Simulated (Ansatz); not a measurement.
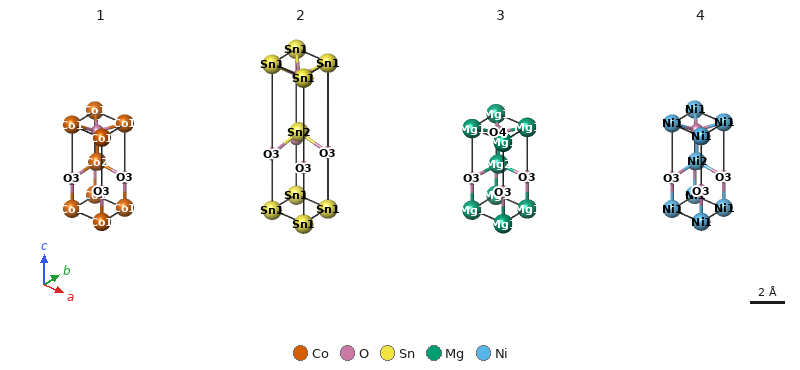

One structure type (space group P6_3mc for the parent) with different elements on its sites, each relaxed in cell and atoms to zero pressure (within 0.1 GPa). A ball-and-stick model of the cell of the calculation, seen from a free direction.

Level of theory: DFT PBE, scalar-relativistic, plane waves, PAW in Ansatz. (plane-wave cutoff 420 eV; occupations gaussian) The k-mesh is chosen for each cell (12×12×8, 12×12×4, 12×12×6, 18×18×8). Smearing widths differ between the runs. Spin polarisation is switched on in some of the runs only.

Give the formulas, and rank the crystals by volume per atom, smallest first.

Answer. 4 = NiO (11.2 Å³), 1 = CoO (11.5 Å³), 3 = MgO (12.2 Å³), 2 = SnO (22.4 Å³).
